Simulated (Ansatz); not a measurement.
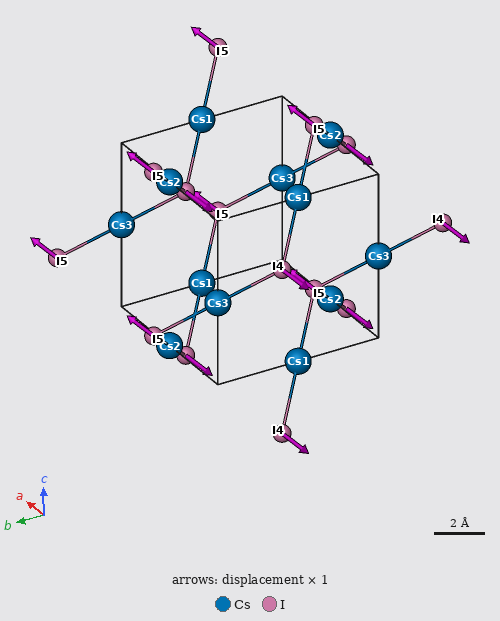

A relaxation of crystalline Cs3I2 (a generated structure, set up in R-3m) (coarse preliminary run). The starting structure is drawn; purple arrows show the displacements (the part carried along by the change of the cell is left out), at their true length.

The picture is a ball-and-stick view of the cell of the calculation, seen from a free direction.

All numbers below come from DFT PBE, scalar-relativistic, plane waves, PAW in Ansatz 0.2.0. (plane-wave cutoff 420 eV; k-point mesh 2 × 2 × 2; occupations gaussian; smearing width 0.1 eV; no spin polarisation; cell and atoms relaxed; force threshold 0.04 eV/Å; at most 70 steps)

> What happened in the run?

The largest moves relative to the cell, 1.40 Å, are those of I4 and I5. I4 goes along [−1 −1 −1]. Cs stays in place. Cell: a = b = c 7.600 → 7.211 Å (−5.1 %), α 90.0° → 81.0°, β 90.0° → 81.0°, γ 90.0° → 81.0°. Volume −17.4 %. Near-neighbour distances that change, for instance: Cs1–I4 3.291 → 3.743 Å. Bond angles that change, for instance: Cs1–I5–Cs2 109.5° → 77.5°. The space group stays R-3m (No. 166). Over 9 accepted moves (10 points after the start) the energy falls by 229 meV per atom. The largest force component goes from 0.95 to 0.0081 eV/Å. The pressure goes from 2.24 to 0.02 GPa. The SCF was repeated once at an unchanged geometry on a basis and grid sized afresh for the cell, which shifted the energy by 0.2 meV per atom at most. The run took 60 s on 1 thread of Intel(R) Xeon(R) Platinum 8259CL CPU @ 2.50GHz (Skylake/Cascade Lake) (shared host), peak memory 0.64 GiB.

Limits of the set-up: the k-point mesh is coarse for a cell with partly filled bands.
